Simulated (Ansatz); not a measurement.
**Run report: ZnO, geometry relaxation (part 3 of 3)**

ZnO (slab, 8 atoms in the cell); DFT PBEsol, scalar-relativistic, plane waves, PAW, no spin polarisation (Ansatz 0.2.0); cutoff 420 eV, 9×9×1 k-mesh, Gaussian smearing of 0.05 eV. The structure derives from an entry of the Crystallography Open Database. The input holds or restrains some coordinates. It belongs to a series of runs on one base structure; here: clean slab, lower half held.

Output, continued:
```
  k-point 0: bands = ["-20.4725", "-19.6673", "-18.3342", "-16.2616", "-8.7139", "-8.7139", "-8.0365", "-7.8735", "-7.8735", "-7.4895", "-7.2058", "-7.2058", "-6.5218", "-6.5218", "-6.5020", "-6.4366", "-6.4366", "-6.2833", "-5.3914", "-5.3914", "-5.1562", "-5.1562", "-4.7692", "-4.2279", "-4.1738", "-4.1738", "-2.9718", "-2.7160", "-2.7160", "-2.1071", "-2.1071", "-1.3881", "-1.0627", "-1.0627", "-0.3227", "0.5869", "0.5869", "0.9348", "2.2645", "2.8504", "3.7156", "4.6540", "5.2107", "6.8744"]
  k-point 1: bands = ["-20.4112", "-19.6138", "-18.2815", "-16.2108", "-8.7569", "-8.6411", "-8.0802", "-7.8620", "-7.8094", "-7.4826", "-7.2142", "-7.2099", "-6.5547", "-6.5178", "-6.4907", "-6.4198", "-6.3986", "-6.1361", "-5.3922", "-5.3877", "-5.1726", "-5.1048", "-4.7480", "-4.3033", "-4.1778", "-4.0686", "-3.3545", "-2.9100", "-2.8274", "-2.5679", "-2.2685", "-1.6317", "-1.1931", "-0.7213", "-0.1871", "0.1184", "0.4593", "1.2309", "2.5848", "3.2531", "4.0010", "5.0186", "5.4266", "7.0245"]
  k-point 2: bands = ["-20.2524", "-19.4761", "-18.1453", "-16.0799", "-8.8323", "-8.4429", "-8.1440", "-7.8486", "-7.6374", "-7.4781", "-7.2147", "-7.1740", "-6.6182", "-6.5439", "-6.4678", "-6.3128", "-6.2578", "-5.8747", "-5.3869", "-5.3496", "-5.1753", "-4.9694", "-4.7343", "-4.4928", "-4.3002", "-4.1815", "-3.8302", "-3.5066", "-3.4039", "-2.7228", "-2.6822", "-2.3907", "-1.5289", "-0.8412", "-0.1942", "0.1333", "0.3420", "1.8866", "3.3208", "4.0416", "4.8336", "5.6460", "6.0759", "7.3738"]
  k-point 11: bands = ["-19.8551", "-19.1345", "-17.8057", "-15.7560", "-8.1814", "-8.0496", "-7.9670", "-7.4794", "-7.3966", "-7.2469", "-7.2141", "-6.7115", "-6.5557", "-6.4159", "-6.3203", "-6.3132", "-6.1910", "-5.9325", "-5.7046", "-5.6529", "-5.4621", "-5.4014", "-5.0670", "-5.0661", "-4.7574", "-4.4566", "-4.2620", "-4.2257", "-3.7677", "-3.7620", "-3.5890", "-3.5389", "-2.9985", "-1.8247", "-1.6565", "-0.1415", "3.3547", "5.5068", "5.6347", "5.6643", "5.8584", "6.4539", "6.5185", "7.2745"]
--- Relaxed structure (6 steps of the walk, 6 accepted, 0 SCFs on fresh bases) ---
  F+E_penalty+E_count = -15366.40233551 eV   max|allowed force component| = 1.544e-2 eV/Å
  atoms:
    - { symbol: O, position: [0.3333333333333332, 0.6666666666666665, 0.3339523401999999] }
    - { symbol: Zn, position: [0.6666666666666666, 0.33333333333333326, 0.35875469799999987] }
    - { symbol: O, position: [0.6666666666666666, 0.33333333333333326, 0.4363833274999999] }
    - { symbol: Zn, position: [0.3333333333333332, 0.6666666666666665, 0.4611856851999999] }
    - { symbol: O, position: [0.3333333333333332, 0.6666666666666665, 0.5426577481740447] }
    - { symbol: Zn, position: [0.6666666666666666, 0.33333333333333326, 0.5611316756460923] }
    - { symbol: O, position: [0.6666666666666666, 0.33333333333333326, 0.6456589920032473] }
    - { symbol: Zn, position: [0.3333333333333332, 0.6666666666666665, 0.6587852764301807] }
```

Trajectory as extended XYZ (Å, eV, eV/Å), 6 frames, from step=1 to step=6:
```
8
Lattice="3.2300 0.0000 0.0000 -1.6150 2.7973 0.0000 0.0000 0.0000 25.4527" Properties=species:S:1:pos:R:3:forces:R:3 step=1 energy=-15366.24984
O     0.0000    1.8649    8.5000    0.0000   0.0000   1.2369
Zn    1.6150    0.9324    9.1313    0.0000   0.0000  -1.5638
O     1.6150    0.9324   11.1071    0.0000   0.0000   0.7465
Zn    0.0000    1.8649   11.7384    0.0000   0.0000  -0.7228
O     0.0000    1.8649   13.7143    0.0000   0.0000   0.6659
Zn    1.6150    0.9324   14.3456    0.0000   0.0000  -0.8105
O     1.6150    0.9324   16.3214    0.0000   0.0000   1.0665
Zn    0.0000    1.8649   16.9527    0.0000   0.0000  -0.6200
8
Lattice="3.2300 0.0000 0.0000 -1.6150 2.7973 0.0000 0.0000 0.0000 25.4527" Properties=species:S:1:pos:R:3:forces:R:3 step=2 energy=-15366.29725
O     0.0000    1.8649    8.5000    0.0000   0.0000   1.2647
Zn    1.6150    0.9324    9.1313    0.0000   0.0000  -1.6329
O     1.6150    0.9324   11.1071    0.0000   0.0000   0.8590
Zn    0.0000    1.8649   11.7384    0.0000   0.0000  -0.7452
O     0.0000    1.8649   13.7280    0.0000   0.0000   0.5430
Zn    1.6150    0.9324   14.3326    0.0000   0.0000  -0.6792
O     1.6150    0.9324   16.3288    0.0000   0.0000   0.8601
Zn    0.0000    1.8649   16.9114    0.0000   0.0000  -0.4694
8
Lattice="3.2300 0.0000 0.0000 -1.6150 2.7973 0.0000 0.0000 0.0000 25.4527" Properties=species:S:1:pos:R:3:forces:R:3 step=3 energy=-15366.38464
O     0.0000    1.8649    8.5000    0.0000   0.0000   1.4079
Zn    1.6150    0.9324    9.1313    0.0000   0.0000  -1.9355
O     1.6150    0.9324   11.1071    0.0000   0.0000   1.2919
Zn    0.0000    1.8649   11.7384    0.0000   0.0000  -0.7161
O     0.0000    1.8649   13.8070    0.0000   0.0000   0.0953
Zn    1.6150    0.9324   14.3133    0.0000   0.0000   0.0563
O     1.6150    0.9324   16.4751    0.0000   0.0000   0.0726
Zn    0.0000    1.8649   16.9138    0.0000   0.0000  -0.2726
8
Lattice="3.2300 0.0000 0.0000 -1.6150 2.7973 0.0000 0.0000 0.0000 25.4527" Properties=species:S:1:pos:R:3:forces:R:3 step=4 energy=-15366.39999
O     0.0000    1.8649    8.5000    0.0000   0.0000   1.4459
Zn    1.6150    0.9324    9.1313    0.0000   0.0000  -2.0027
O     1.6150    0.9324   11.1071    0.0000   0.0000   1.3693
Zn    0.0000    1.8649   11.7384    0.0000   0.0000  -0.7922
O     0.0000    1.8649   13.8138    0.0000   0.0000  -0.0067
Zn    1.6150    0.9324   14.2857    0.0000   0.0000   0.0665
O     1.6150    0.9324   16.4446    0.0000   0.0000   0.0219
Zn    0.0000    1.8649   16.8162    0.0000   0.0000  -0.1018
8
Lattice="3.2300 0.0000 0.0000 -1.6150 2.7973 0.0000 0.0000 0.0000 25.4527" Properties=species:S:1:pos:R:3:forces:R:3 step=5 energy=-15366.40234
O     0.0000    1.8649    8.5000    0.0000   0.0000   1.4571
Zn    1.6150    0.9324    9.1313    0.0000   0.0000  -2.0216
O     1.6150    0.9324   11.1071    0.0000   0.0000   1.3894
Zn    0.0000    1.8649   11.7384    0.0000   0.0000  -0.8318
O     0.0000    1.8649   13.8121    0.0000   0.0000   0.0153
Zn    1.6150    0.9324   14.2823    0.0000   0.0000  -0.0031
O     1.6150    0.9324   16.4338    0.0000   0.0000   0.0016
Zn    0.0000    1.8649   16.7679    0.0000   0.0000  -0.0068
8
Lattice="3.2300 0.0000 0.0000 -1.6150 2.7973 0.0000 0.0000 0.0000 25.4527" Properties=species:S:1:pos:R:3:forces:R:3 step=6 energy=-15366.40234
O     0.0000    1.8649    8.5000    0.0000   0.0000   1.4569
Zn    1.6150    0.9324    9.1313    0.0000   0.0000  -2.0216
O     1.6150    0.9324   11.1071    0.0000   0.0000   1.3894
Zn    0.0000    1.8649   11.7384    0.0000   0.0000  -0.8319
O     0.0000    1.8649   13.8121    0.0000   0.0000   0.0154
Zn    1.6150    0.9324   14.2823    0.0000   0.0000  -0.0031
O     1.6150    0.9324   16.4338    0.0000   0.0000   0.0015
Zn    0.0000    1.8649   16.7679    0.0000   0.0000  -0.0066
```

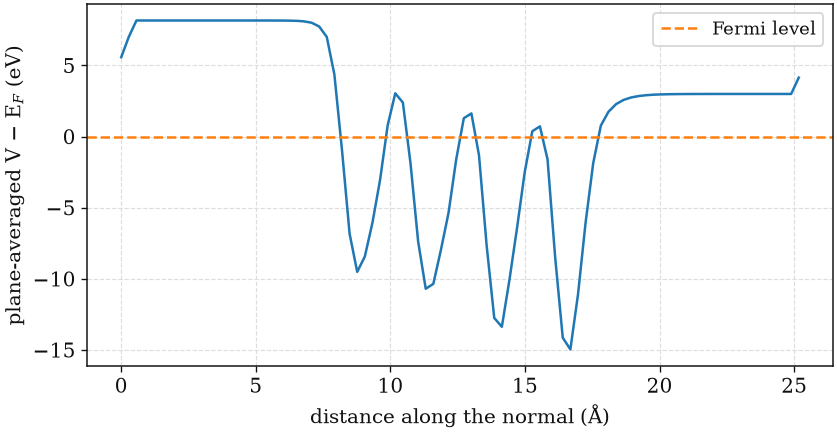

Fig. 1: Plane average of the electrostatic potential energy of an electron across the cell, from the Fermi level. The vacuum level lies 3.00 eV above the Fermi level on the upper side and 8.16 eV on the lower.

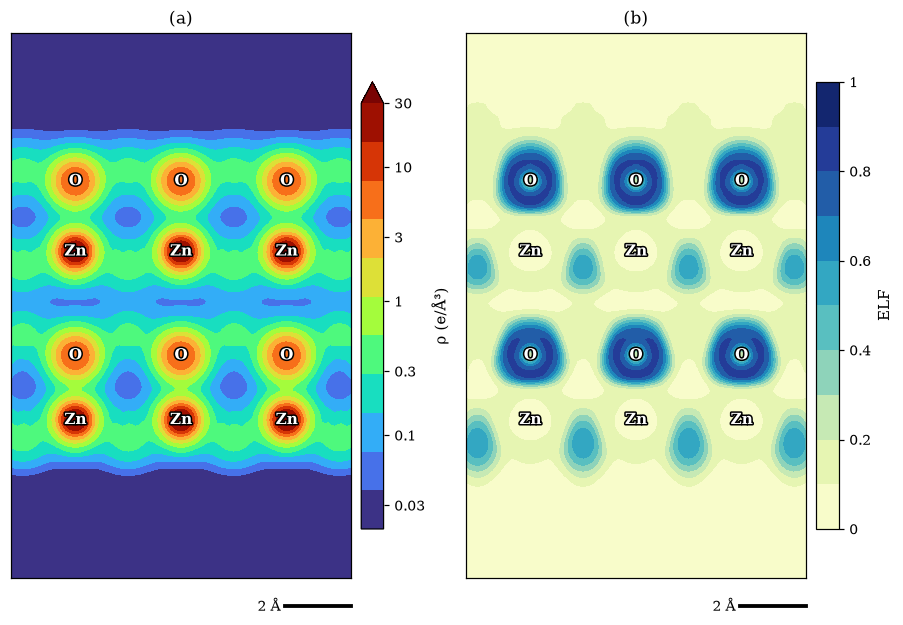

Fig. 2: (a) valence pseudo-density; (b) ELF on the (010) plane of the calculation cell, a cut from vacuum to vacuum. Atoms in the plane: Zn and O. Zn–O (1.98 Å): the density is about 0.61 e/Å³ at the midpoint; the ELF is about 0.25 at the midpoint (a polar contact without a shared pair, in a metal). Zn–O (2.15 Å): ρ at the midpoint is about 0.41 e/Å³; the ELF is about 0.15 at the midpoint (no shared pair; the contact is polar). The density dies away to nearly zero in the vacuum. Core electrons are frozen (PAW), so the fields are smoothed inside the atomic spheres.

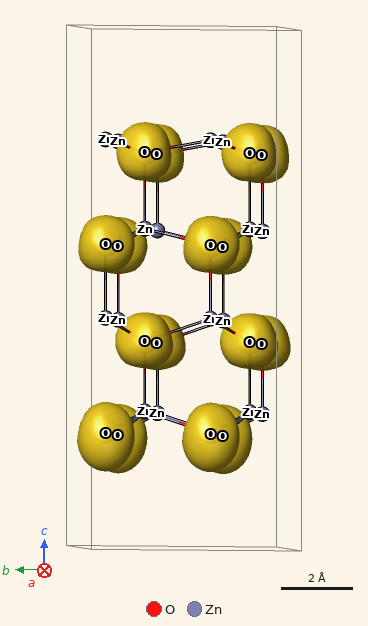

Fig. 3: Isosurface of the ELF at 0.7 (yellow), seen at an oblique angle. Only the valence region is drawn (cores and ρ < 0.01 e/Å³ removed). Sticks mark near contacts. Counts are for one cell; the picture repeats the cell along the surface. Along the contacts the grid gives the following. Zn–O (1.89 Å): the ELF is about 0.30 at the midpoint; no shared pair; the contact is polar. Zn–O (1.97 Å): the ELF is about 0.25 at the midpoint; a polar contact without a shared pair, in a metal.

The run was set up as follows.

Input file:
```yaml
crystal:
  lattice:
    - [3.2300235058, 0.0, 0.0]
    - [-1.6150117529, 2.7972824109, 0.0]
    - [0.0, 0.0, 25.4527337477]
  atoms:
    - { symbol: O, position: [0.3333333333, 0.6666666667, 0.3339523402] }
    - { symbol: Zn, position: [0.6666666667, 0.3333333333, 0.358754698] }
    - { symbol: O, position: [0.6666666667, 0.3333333333, 0.4363833275] }
    - { symbol: Zn, position: [0.3333333333, 0.6666666667, 0.4611856852] }
    - { symbol: O, position: [0.3333333333, 0.6666666667, 0.5388143148] }
    - { symbol: Zn, position: [0.6666666667, 0.3333333333, 0.5636166725] }
    - { symbol: O, position: [0.6666666667, 0.3333333333, 0.641245302] }
    - { symbol: Zn, position: [0.3333333333, 0.6666666667, 0.6660476598] }
basis:
  ecutwfc: 420
kpoints:
  mp_grid: { grid: [9, 9, 1] }
hamiltonian:
  xc: pbesol
scf:
  occupations: { method: gaussian, width: 0.05 }
output:
  forces: true
  eigenvalues: true
  write_density: true
  write_potential: true
  elf: true
  volumetric_format: npy
relax:
  adjacent_minimum: "off"
  f_tol: 0.03
  max_steps: 70
  constraints: [{ sites: [0, 1, 2, 3] }]
efield:
  axis: 3
  dipole_correction: true
  ramp_width: 0.04
```

Launched with:
```bash
ansatz run input.yaml --threads 2 --pin off --max-ram 5120MiB --backend cpu --events-out ev --progress --plain --runs-dir out
```

Results in brief:

```json
{"quantity": "outcome", "value": "converged under the restraints of the input"}
{"quantity": "electrons treated", "value": "72"}
{"quantity": "free energy", "value": "−15366.4023 eV"}
{"quantity": "work function, top face", "value": "3.00 eV"}
{"quantity": "work function, bottom face", "value": "8.16 eV"}
{"quantity": "Fermi energy", "value": "0.184 eV"}
{"quantity": "gap on the k-point mesh", "value": "none (metallic)"}
{"quantity": "final volume", "value": "229.97 Å³"}
{"quantity": "work function (upper face)", "value": "3.00 eV"}
{"quantity": "largest force (length of the vector) at the end, held atoms and coordinates included", "value": "2.022 eV/Å"}
{"quantity": "hardware", "value": "2 threads of AMD EPYC (Zen 5), 32 GiB of memory available, shared host"}
{"quantity": "wall time", "value": "15 s (CPU time 29 s)"}
{"quantity": "peak memory", "value": "0.57 GiB"}
```

Remarks:

The program warns: the exchange-correlation potential is rough where the density is thin.
